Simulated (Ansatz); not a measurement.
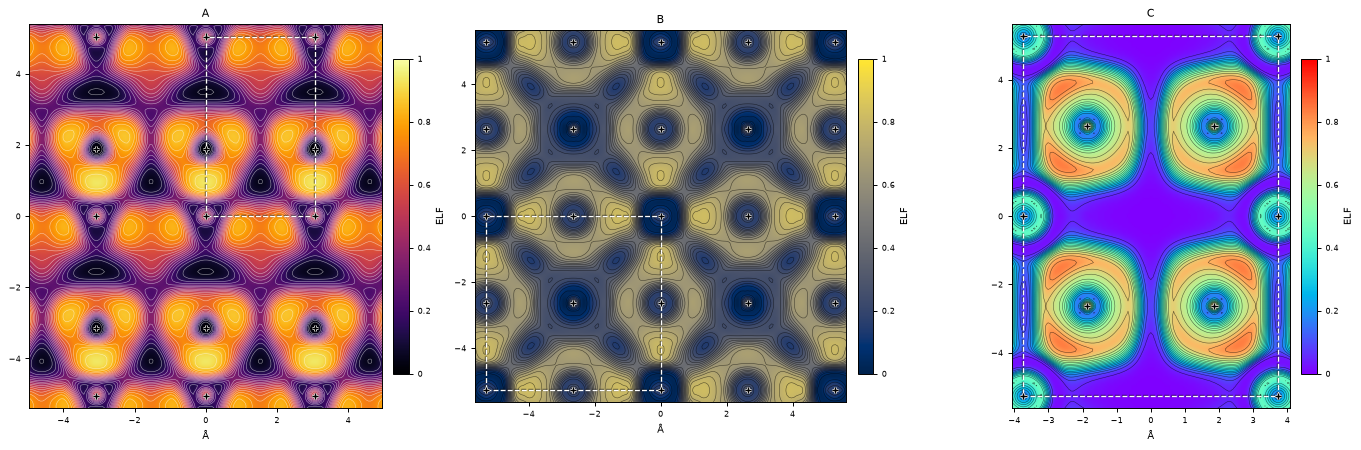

The electron localisation function of 3 systems, each on a plane through atoms (crosses mark nuclei in the plane).

Method: DFT, r2SCAN+rVV10, plane waves, PAW (Ansatz).

System 1: AlGaAs2, the (11̄0) plane of the conventional cell. Space group P4/mmm; a structure from a database of computed crystals, not necessarily the ambient phase; started from the CaCeN2-123 prototype, which need not be the ambient phase.

```yaml
crystal:
  lattice:
    - [3.73469, 0.00000, 0.00000]
    - [0.00000, 3.73469, 0.00000]
    - [0.00000, 0.00000, 5.28439]
  atoms:
    - { symbol: Al, position: [0.00000, 0.00000, 0.00000] }
    - { symbol: Ga, position: [0.50000, 0.50000, 0.50000] }
    - { symbol: As, position: [0.00000, 0.00000, 0.50000] }
    - { symbol: As, position: [0.50000, 0.50000, 0.00000] }
```

System 2: MgI2, the (011) plane of the conventional cell. Space group Fm-3m; a structure from a database of computed crystals, not necessarily the ambient phase; started from the CaF2-225 prototype, which need not be the ambient phase.

```
Mg I
1.0
     7.46290    0.00000    0.00000
     0.00000    7.46290    0.00000
     0.00000    0.00000    7.46290
Mg I
4 8
Cartesian
  0.0000 0.0000 0.0000
  3.7315 3.7315 0.0000
  3.7315 0.0000 3.7315
  0.0000 3.7315 3.7315
  5.5972 1.8657 1.8657
  1.8657 5.5972 1.8657
  1.8657 1.8657 5.5972
  5.5972 5.5972 5.5972
  1.8657 1.8657 1.8657
  5.5972 5.5972 1.8657
  5.5972 1.8657 5.5972
  1.8657 5.5972 5.5972
```

System 3: SiC, the (100) plane of the conventional cell. Space group P6₃mc; started from the wurtzite prototype, which need not be the ambient phase.

```yaml
crystal:
  lattice:
    - [3.07236, 0.00000, 0.00000]
    - [-1.53618, 2.66075, 0.00000]
    - [0.00000, 0.00000, 5.04388]
  atoms:
    - { symbol: Si, position: [0.33333, 0.66667, 0.99962] }
    - { symbol: Si, position: [0.66667, 0.33333, 0.49962] }
    - { symbol: C, position: [0.33333, 0.66667, 0.37538] }
    - { symbol: C, position: [0.66667, 0.33333, 0.87538] }
```

**Which map belongs to which system?**

Panel A is system 3, SiC: the plane holds Si and C. Si–C (1.90 Å): the ELF peaks at about 0.95 between the atoms, as expected for a covalent bond. Panel B is system 1, AlGaAs2: the plane holds Al, Ga and As. Al–As (2.64 Å): the ELF peaks at about 0.80 between the atoms. Panel C is system 2, MgI2: the plane holds Mg and I. Mg–I (3.23 Å): the ELF peaks at about 0.85 in the valence shell of I, 1.4 Å from its nucleus, and falls to about 0 next to Mg: a closed-shell, largely ionic contact.
